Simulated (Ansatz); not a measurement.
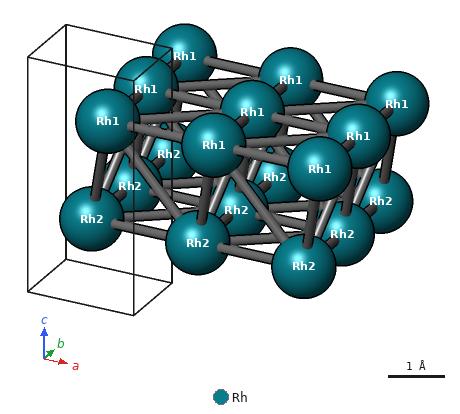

This is the input geometry for a relaxation of a crystal of Rh (set up in P-1). Style: ball-and-stick. Shown: the cell of the calculation, repeated 3 × 3 × 1 with one cell outlined, slightly off an axis.

Case: all atoms moved at random, sigma 0.05 Å for each component; relaxed back.

Computed with Ansatz 0.2.0, DFT PBEsol, scalar-relativistic, plane waves, PAW.

The input:
```yaml
crystal:
  lattice:
    - [2.6887360847, 0.0, 0.0]
    - [-1.3443680423, 2.3285137534, 0.0]
    - [0.0, 0.0, 4.329020244]
  atoms:
    - { symbol: Rh, position: [0.6441410288, 0.3102743116, 0.7488255342] }
    - { symbol: Rh, position: [0.3558589712, 0.6897256884, 0.2511744658] }
basis:
  ecutwfc: 420
kpoints:
  mp_grid: { grid: [12, 12, 8] }
hamiltonian:
  xc: pbesol
scf:
  occupations: { method: gaussian, width: 0.15 }
output:
  forces: true
  stress: true
  eigenvalues: true
relax:
  adjacent_minimum: "off"
  f_tol: 0.01
  max_steps: 80
  cell: { stress_tol: 0.1 }
```

Run as
```bash
ansatz run input.yaml --threads 1 --pin off --max-ram 2560MiB --backend cpu --events-out ev --progress --plain --runs-dir out
```

Question: What does the optimiser find from here?

Answer: Over 3 accepted moves (4 points after the start) the energy falls by 17.3 meV per atom. Largest force component: 0.49 eV/Å at the start, under 0.0001 eV/Å at the end. The pressure goes from 0.71 to −0.02 GPa. At 1 point the geometry stayed and the basis and grid were re-selected for the new cell (energy shift of less than 0.05 meV per atom at most each time). The largest moves relative to the cell, 0.061 Å, are those of Rh1 and Rh2. Rh1 goes along [1 1 0]. The drawn cell changes at constant volume: a = b 2.689 → 2.686 Å (−0.1 %), c 4.329 → 4.338 Å (+0.2 %). Some distances before and after: Rh1–Rh2 2.595 → 2.667 Å, Rh1–Rh2 (another image) 2.735 → 2.667 Å, Rh1–Rh2 (another image) 2.676 → 2.667 Å. Within 0.06 Å the space group is P2_1/m at the start and P6_3/mmc at the end; at a tighter tolerance small leftover displacements or strains of the cell lower it.

After the run, drawn alike:

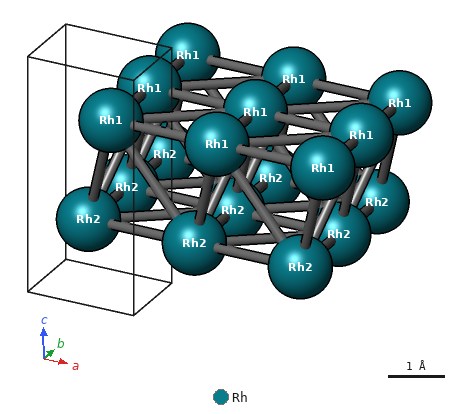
